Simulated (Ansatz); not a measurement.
**Mg8O9: geometry relaxation (part 2 of 2)**

Continued. System: Mg8O9 (defect cell, 17 atoms in the cell). Method: DFT PBE, scalar-relativistic, plane waves, PAW, PAW set soft_1, spin-polarised (Ansatz 0.2.0); cutoff 420 eV, 2×2×2 k-mesh, Fermi–Dirac smearing of 0.05 eV, collinear spins. The structure derives from an entry of the Crystallography Open Database. It belongs to a series of runs on one base structure; here: start relaxed.

Geometry of the input (Å; fractional positions):
```
0.0000  3.8550  3.8550
3.8550  0.0000  3.8550
3.8550  3.8550  0.0000
Mg 0.0000  0.0000  0.0000
O  0.2500  0.2500  0.2500
Mg 0.0000  -0.0000  0.5000
O  0.2500  0.2500  0.7500
Mg 0.0000  0.5000  -0.0000
O  0.2500  0.7500  0.2500
Mg 0.0000  0.5000  0.5000
O  0.2500  0.7500  0.7500
Mg 0.5000  0.0000  -0.0000
O  0.7500  0.2500  0.2500
Mg 0.5000  -0.0000  0.5000
O  0.7500  0.2500  0.7500
Mg 0.5000  0.5000  -0.0000
O  0.7500  0.7500  0.2500
Mg 0.5000  0.5000  0.5000
O  0.7500  0.7500  0.7500
O  0.1209  0.6403  0.6221
```

Output, continued:
```
  k-point 0 ↑: bands = ["-59.2897", "-59.2725", "-59.2715", "-59.0101", "-58.7208", "-58.7045", "-58.7043", "-58.2991", "-26.2537", "-26.1335", "-26.1335", "-26.1118", "-26.0800", "-26.0796", "-26.0149", "-25.9912", "-25.9905", "-25.8068", "-25.8067", "-25.8062", "-25.6108", "-25.5388", "-25.5388", "-25.5277", "-25.4909", "-25.4908", "-25.4695", "-25.4177", "-25.4176", "-25.0969", "-25.0967", "-25.0890", "-7.6805", "-5.5201", "-4.6514", "-4.6482", "-4.3565", "-4.0779", "-4.0733", "-3.5111", "-3.1889", "5.9394", "5.9422", "5.9986", "6.3594", "7.0966", "7.0985", "8.5714", "8.5815", "9.2560", "9.6773", "10.4659", "10.5325", "10.5361", "10.5793", "10.5807", "11.0812", "11.2987", "11.2990", "11.6732", "11.6811", "11.6812", "12.1383", "12.1384", "12.2911", "12.9831", "14.8130", "14.8362", "20.2515", "21.2130", "21.7546", "21.7557", "22.3770", "22.3840", "22.4064", "25.7832", "25.7869", "26.6057", "27.6268", "27.6313", "27.8195", "28.3065", "28.3098", "28.8111", "29.7973"]
  k-point 1 ↑: bands = ["-59.2841", "-59.2772", "-59.2722", "-59.0101", "-58.7155", "-58.7099", "-58.7044", "-58.2992", "-26.2034", "-26.1252", "-26.1085", "-26.0936", "-26.0657", "-26.0653", "-26.0506", "-26.0410", "-25.9943", "-25.8181", "-25.8005", "-25.7958", "-25.5771", "-25.5234", "-25.5170", "-25.5075", "-25.5041", "-25.5029", "-25.4949", "-25.4845", "-25.4252", "-25.1111", "-25.0991", "-25.0940", "-7.1661", "-5.9019", "-5.0934", "-4.6523", "-4.6266", "-4.3887", "-4.1131", "-3.5865", "-2.2145", "6.1357", "6.9472", "7.0507", "7.0715", "7.4765", "7.4998", "8.1255", "8.7367", "8.9206", "9.1718", "9.4015", "9.6585", "9.8087", "10.4304", "10.4991", "10.6489", "10.7271", "10.8334", "11.3507", "11.5074", "11.6488", "11.8435", "11.8526", "12.0047", "13.4026", "14.2597", "15.3236", "21.9037", "22.4824", "23.0056", "23.6226", "23.6470", "23.7453", "24.1288", "25.8104", "25.9777", "26.0401", "26.3219", "26.5649", "26.8145", "27.0408", "28.1482", "28.8776", "29.3240"]
  k-point 2 ↑: bands = ["-59.2891", "-59.2725", "-59.2715", "-59.0105", "-58.7207", "-58.7046", "-58.7043", "-58.2993", "-26.2194", "-26.1215", "-26.1214", "-26.0882", "-26.0694", "-26.0688", "-26.0134", "-25.9891", "-25.9883", "-25.8500", "-25.8214", "-25.8212", "-25.5991", "-25.5391", "-25.5391", "-25.5340", "-25.4956", "-25.4954", "-25.4710", "-25.4172", "-25.4170", "-25.1161", "-25.1042", "-25.1040", "-7.2966", "-5.7838", "-4.6808", "-4.6585", "-4.6553", "-4.1103", "-4.1058", "-4.0586", "-2.5849", "6.6259", "6.6289", "7.0015", "7.4021", "7.4040", "7.8742", "8.7948", "8.9266", "8.9351", "9.1931", "9.5682", "9.5722", "9.6068", "10.1661", "10.1674", "10.5516", "10.6088", "10.6338", "10.6369", "11.5529", "11.6398", "11.6400", "11.8923", "11.8931", "13.5546", "14.8793", "14.9024", "21.9573", "22.6784", "23.1524", "23.1616", "23.1628", "24.2729", "24.2808", "26.0270", "26.1832", "26.4281", "26.4296", "26.7795", "26.7821", "26.9530", "28.0700", "28.0741", "29.1858"]
  k-point 7 ↓: bands = ["-59.2800", "-59.2757", "-59.2683", "-59.0128", "-58.7161", "-58.7099", "-58.7050", "-58.2964", "-26.1875", "-26.1170", "-26.0998", "-26.0914", "-26.0660", "-26.0628", "-26.0494", "-26.0391", "-25.9890", "-25.8193", "-25.8023", "-25.7975", "-25.5759", "-25.5235", "-25.5175", "-25.5079", "-25.5046", "-25.5020", "-25.4954", "-25.4841", "-25.4254", "-25.1071", "-25.0959", "-25.0878", "-6.3335", "-5.7714", "-4.9073", "-4.6559", "-4.4082", "-4.2486", "-3.5288", "-3.5006", "-1.3490", "6.9408", "7.1376", "7.1917", "7.4488", "7.5538", "7.6111", "8.8343", "8.8521", "8.9781", "9.3747", "9.4053", "9.6683", "9.9528", "10.5523", "10.6152", "10.7186", "10.8467", "10.9239", "11.5817", "11.6366", "11.8011", "12.0807", "12.1950", "12.7157", "14.0299", "15.7002", "16.8796", "21.9546", "22.5525", "23.0907", "23.6570", "23.6642", "23.8217", "24.1829", "25.8651", "26.0117", "26.0563", "26.3770", "26.6514", "26.9163", "27.0928", "28.1752", "28.9053", "29.3745"]
--- Relaxed structure (9 steps of the walk, 8 accepted, 0 SCFs on fresh bases) ---
  F+E_penalty+E_count = -20497.84706149 eV   max|allowed force component| = 2.995e-2 eV/Å
  atoms:
    - { symbol: Mg, position: [-0.00043896536781824107, -0.0049739822904803395, 0.0029232229391416183] }
    - { symbol: O, position: [0.2565414513512641, 0.2461852221353233, 0.24879314449587175] }
    - { symbol: Mg, position: [-0.02247368548490938, 0.06790717193953741, 0.4775747398274289] }
    - { symbol: O, position: [0.2604745406080087, 0.21884028680804127, 0.7605614430125895] }
    - { symbol: Mg, position: [0.002709750533912453, 0.49553519261522083, -0.0006580046739790013] }
    - { symbol: O, position: [0.2768347429538812, 0.7449556463335955, 0.20180329914372463] }
    - { symbol: Mg, position: [0.0026420084401946875, 0.49532992844898993, 0.5027196036955067] }
    - { symbol: O, position: [0.27662817733047296, 0.7449703067906855, 0.7767106294875558] }
    - { symbol: Mg, position: [0.5028545873310224, -0.004928666362949113, 0.002916001954943487] }
    - { symbol: O, position: [0.7488118430610003, 0.24615521000842133, 0.24887394593346568] }
    - { symbol: Mg, position: [0.5028468122887018, -0.004963716288881592, 0.49964286513262435] }
    - { symbol: O, position: [0.7487321551640571, 0.24618486516048205, 0.7566017953208377] }
    - { symbol: Mg, position: [0.5096730983839257, 0.4711344491439472, 0.009750580614418747] }
    - { symbol: O, position: [0.7530648522604706, 0.7410747191056681, 0.2531395562516142] }
    - { symbol: Mg, position: [0.4992888710738171, 0.4955370779621476, 0.5027746834795661] }
    - { symbol: O, position: [0.7017223652729194, 0.7449493333857431, 0.7769196665866841] }
    - { symbol: O, position: [0.10102629479907949, 0.6964390551045083, 0.6010522267980067] }
```

Trajectory as extended XYZ (Å, eV, eV/Å), 6 of the 9 frames kept, from step=1 to step=9:
```
17
Lattice="0.0000 3.8550 3.8550 3.8550 0.0000 3.8550 3.8550 3.8550 0.0000" Properties=species:S:1:pos:R:3:forces:R:3 step=1 energy=-20492.50496
Mg    0.0000    0.0000    0.0000    0.0241   0.0441   0.3379
O     1.9275    1.9275    1.9275    0.0029  -0.0040   0.0118
Mg    1.9275    1.9275    0.0000    4.4662  -4.6779   4.5134
O     3.8550    3.8550    1.9275   -6.4273   6.2319  -6.3816
Mg    1.9275    0.0000    1.9275    2.2840   2.9658  -3.0625
O     3.8550    1.9275    3.8550   -6.6455  -5.6022   5.5677
Mg    3.8550    1.9275    1.9275   -2.5830  -1.9808  -2.5562
O     5.7825    3.8550    3.8550    5.7383   6.6612   5.7497
Mg    0.0000    1.9275    1.9275   -0.0385  -0.3475  -0.0544
O     1.9275    3.8550    3.8550    0.0031  -0.0143   0.0033
Mg    1.9275    3.8550    1.9275    0.3348   0.0246   0.0277
O     3.8550    5.7825    3.8550    0.0113  -0.0039   0.0031
Mg    1.9275    1.9275    3.8550    0.0007   0.0681  -0.0155
O     3.8550    3.8550    5.7825   -0.0079   0.0049  -0.0072
Mg    3.8550    3.8550    3.8550   -2.9751   2.8516   2.2159
O     5.7825    5.7825    5.7825    5.5894  -5.6353  -6.6349
O     4.8667    2.8644    2.9347    0.2228  -0.5871   0.2822
17
Lattice="0.0000 3.8550 3.8550 3.8550 0.0000 3.8550 3.8550 3.8550 0.0000" Properties=species:S:1:pos:R:3:forces:R:3 step=3 energy=-20497.52429
Mg    0.0169   -0.0152   -0.0175   -0.6515   0.6505   0.0001
O     1.9213    1.9343    1.9370   -0.0539   0.0507  -0.1389
Mg    2.0351    1.8186    0.1080    1.2739  -1.2485   1.2683
O     3.7571    3.9524    1.8300   -0.1438   0.1643  -0.1510
Mg    1.9201    0.0294    1.8980    0.0293  -0.1207   0.1315
O     3.7223    1.8575    3.9294   -1.7979  -1.1878   1.1225
Mg    3.8259    1.9347    1.8989    0.1759   0.0274   0.1649
O     5.8584    3.9882    3.9300    1.1186   1.8299   1.1363
Mg    0.0173    1.9455    1.9442   -0.6488   0.0068  -0.6396
O     1.9206    3.8458    3.8482   -0.0508   0.1376  -0.0507
Mg    1.9098    3.8394    1.9442    0.0020   0.6615  -0.6532
O     3.8645    5.7891    3.8489   -0.1389   0.0518  -0.0549
Mg    1.8760    1.9792    3.8034    0.6074  -0.6104   0.6156
O     3.8445    3.8673    5.7717   -0.0332   0.0262  -0.0317
Mg    3.8257    3.8837    3.8474    0.1471  -0.1253   0.0176
O     5.8583    5.7120    5.6497    1.1135  -1.1964  -1.8161
O     4.9528    2.7624    3.0231   -0.9480   0.8819  -0.9200
17
Lattice="0.0000 3.8550 3.8550 3.8550 0.0000 3.8550 3.8550 3.8550 0.0000" Properties=species:S:1:pos:R:3:forces:R:3 step=4 energy=-20497.49559 accepted=F
Mg    0.0134   -0.0123   -0.0158   -0.2213   0.2263   0.1747
O     1.9210    1.9356    1.9387   -0.0769   0.0679  -0.0333
Mg    2.0303    1.8241    0.1032   -0.7232   0.7479  -0.7283
O     3.7474    3.9640    1.8193   -0.3110   0.3118  -0.3053
Mg    1.9648    0.0535    1.8744   -1.1268  -0.9690   0.9735
O     3.7242    1.8318    3.9538   -0.7951  -0.2594   0.2232
Mg    3.8035    1.8885    1.8752    0.9785   1.1865   0.9867
O     5.8812    3.9867    3.9541    0.2259   0.8118   0.2313
Mg    0.0139    1.9448    1.9415   -0.2217  -0.1833  -0.2245
O     1.9208    3.8444    3.8475   -0.0812   0.0355  -0.0684
Mg    1.9122    3.8420    1.9417    0.1748   0.2380  -0.2365
O     3.8660    5.7903    3.8479   -0.0273   0.0731  -0.0696
Mg    1.8903    1.9659    3.8175    0.2953  -0.3065   0.2975
O     3.8551    3.8556    5.7830   -0.0014   0.0039  -0.0028
Mg    3.8038    3.9075    3.8934    0.9611  -0.9658  -1.1498
O     5.8817    5.6860    5.6514    0.2203  -0.2622  -0.8031
O     4.8972    2.8158    2.9678    0.7295  -0.7561   0.7343
17
Lattice="0.0000 3.8550 3.8550 3.8550 0.0000 3.8550 3.8550 3.8550 0.0000" Properties=species:S:1:pos:R:3:forces:R:3 step=6 energy=-20497.82892
Mg   -0.0104    0.0124   -0.0237    0.0378  -0.0372  -0.0388
O     1.9122    1.9440    1.9365   -0.1109   0.1149   0.0875
Mg    2.1066    1.7499    0.1791    0.3094  -0.2927   0.3048
O     3.7669    3.9447    1.8393    0.3954  -0.3992   0.3943
Mg    1.9028    0.0048    1.9241    0.0640   0.0020  -0.0052
O     3.6491    1.8480    3.9374   -0.1699  -0.0260   0.0133
Mg    3.8498    1.9534    1.9223    0.0028  -0.0629  -0.0020
O     5.8645    4.0617    3.9364   -0.0042   0.1405  -0.0014
Mg   -0.0097    1.9523    1.9173    0.0333   0.0498   0.0361
O     1.9121    3.8472    3.8396   -0.1083  -0.0868  -0.1116
Mg    1.9037    3.8675    1.9165   -0.0319  -0.0396   0.0434
O     3.8641    5.7990    3.8396    0.0861   0.1135  -0.1127
Mg    1.8486    2.0071    3.7760    0.1253  -0.1125   0.1227
O     3.8344    3.8777    5.7615   -0.0582   0.0535  -0.0575
Mg    3.8515    3.8598    3.8296    0.0001   0.0019   0.0680
O     5.8657    5.7028    5.5761    0.0040  -0.0194  -0.1627
O     5.0149    2.6920    3.0871   -0.5747   0.5999  -0.5783
17
Lattice="0.0000 3.8550 3.8550 3.8550 0.0000 3.8550 3.8550 3.8550 0.0000" Properties=species:S:1:pos:R:3:forces:R:3 step=7 energy=-20497.84297
Mg   -0.0077    0.0094   -0.0236    0.0024   0.0027   0.1035
O     1.9095    1.9472    1.9394   -0.0079  -0.0021  -0.0698
Mg    2.1012    1.7558    0.1736   -0.1634   0.1581  -0.1623
O     3.7761    3.9351    1.8485   -0.1303   0.1409  -0.1333
Mg    1.9083    0.0069    1.9217    0.0671   0.0966  -0.0969
O     3.6501    1.8439    3.9407    0.0473  -0.0039  -0.0034
Mg    3.8483    1.9485    1.9206   -0.0960  -0.0835  -0.0975
O     5.8673    4.0596    3.9395    0.0021  -0.0323   0.0046
Mg   -0.0073    1.9524    1.9199    0.0005  -0.1053  -0.0007
O     1.9096    3.8444    3.8368   -0.0055   0.0773  -0.0036
Mg    1.9040    3.8645    1.9195    0.1049   0.0018   0.0022
O     3.8670    5.8022    3.8368   -0.0670  -0.0022  -0.0060
Mg    1.8532    2.0028    3.7805    0.0410  -0.0456   0.0415
O     3.8338    3.8779    5.7611   -0.0350   0.0395  -0.0364
Mg    3.8494    3.8618    3.8352   -0.0955   0.0967   0.0723
O     5.8685    5.6989    5.5774   -0.0046  -0.0052   0.0432
O     4.9953    2.7130    3.0672    0.3398  -0.3335   0.3427
17
Lattice="0.0000 3.8550 3.8550 3.8550 0.0000 3.8550 3.8550 3.8550 0.0000" Properties=species:S:1:pos:R:3:forces:R:3 step=9 energy=-20497.84706
Mg   -0.0079    0.0096   -0.0209   -0.0159   0.0158  -0.0158
O     1.9081    1.9481    1.9380    0.0040  -0.0005  -0.0020
Mg    2.1028    1.7544    0.1751   -0.0181   0.0166  -0.0198
O     3.7756    3.9361    1.8478   -0.0065   0.0042  -0.0059
Mg    1.9078    0.0079    1.9207    0.0300   0.0031  -0.0042
O     3.6498    1.8452    3.9390    0.0047  -0.0185   0.0175
Mg    3.8475    1.9482    1.9197   -0.0039  -0.0295  -0.0041
O     5.8661    4.0606    3.9383    0.0164  -0.0099   0.0170
Mg   -0.0078    1.9497    1.9195   -0.0161   0.0144  -0.0165
O     1.9083    3.8461    3.8356    0.0039   0.0016   0.0029
Mg    1.9070    3.8646    1.9193   -0.0167   0.0161  -0.0166
O     3.8657    5.8031    3.8354   -0.0020  -0.0007   0.0033
Mg    1.8538    2.0024    3.7810   -0.0038   0.0036  -0.0031
O     3.8327    3.8789    5.7599   -0.0059   0.0044  -0.0058
Mg    3.8485    3.8630    3.8351   -0.0052   0.0042   0.0293
O     5.8668    5.7002    5.5769    0.0156  -0.0171   0.0077
O     5.0018    2.7065    3.0742    0.0196  -0.0078   0.0161
```

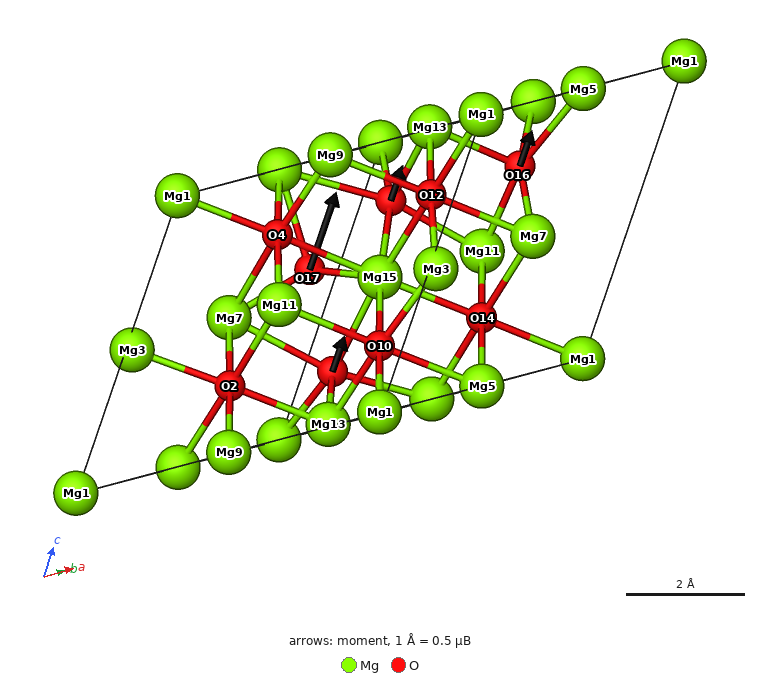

Magnetic moments of the sites as black arrows (ball-and-stick view of the cell of the calculation, seen at an oblique angle; atoms are numbered from 1 in the order of the input); small moments hardly show. The run is collinear, so the axis drawn is arbitrary. Site moments: O17 (0.72 μB); O6, O8, O16 (0.33 μB). They are counted near the atoms and needn't add up to the moment of the cell.

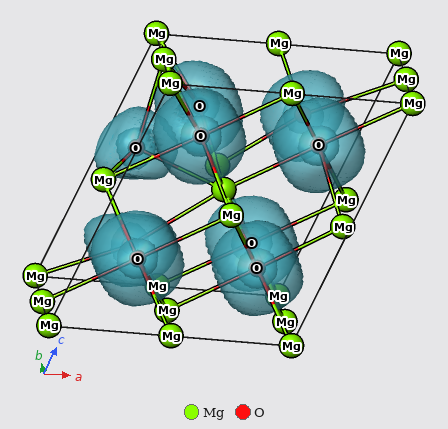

Isosurface of the ELF at 0.7 (cyan), seen at an oblique angle. Only the valence region is drawn (cores and ρ < 0.01 e/Å³ removed). Sticks mark near contacts. The outline is the calculation cell. Values along the shortest contacts: Mg–O (1.65 Å): the ELF is about 0.50 at the midpoint. Mg–O (1.78 Å): the ELF is about 0.35 at the midpoint. In a PAW calculation such maps are meaningful between the atoms, not at the nuclei.

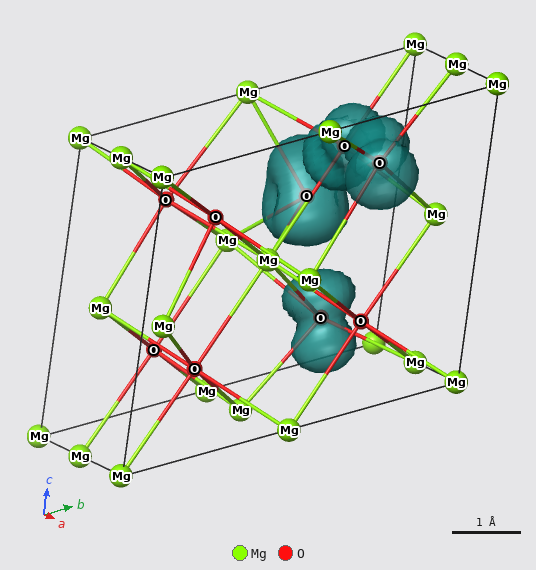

Isosurfaces of the magnetisation density (up minus down) at +0.1 (teal) and −0.1 e/Å³ (pink), seen slightly off an axis. Sticks mark near contacts. The outline is the calculation cell. The cell of the calculation (17 atoms) carries 2.0 μB net. Only one sign reaches the isovalue.

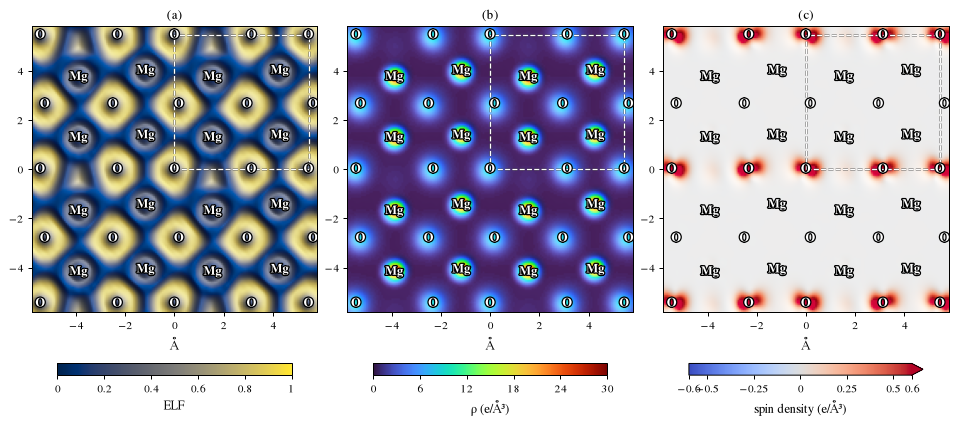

(a) ELF; (b) valence charge density (pseudo); (c) spin density (up minus down) on the (110) plane of the calculation cell. Mg–O (1.78 Å): ρ is about 0.68 e/Å³ halfway; the ELF is about 0.35 at the midpoint. Mg–O (1.85 Å): the density is about 0.57 e/Å³ at the midpoint; the ELF is about 0.35 at the midpoint. Mg–O (1.92 Å): ρ at the midpoint is about 0.5 e/Å³; the ELF is about 0.35 at the midpoint. Away from the nuclei the density in this plane falls to 0.13 e/Å³ at its lowest. The cell of the calculation (17 atoms) carries 2.0 μB net.

Summary:

| quantity | value |
| --- | --- |
| outcome | converged |
| electrons treated | 134 |
| free energy | −20497.8471 eV |
| Fermi energy | 15.542 eV |
| net moment of the cell | 1.97 μB |
| integrated absolute moment | 2.03 μB |
| final volume | 114.58 Å³ |
| largest force (length of the vector) at the end | 0.032 eV/Å |
| wall time | 86 s |
| peak memory | 0.46 GiB |

Notes:

The k-point mesh is coarse for a cell of this size, so the results may not be converged.
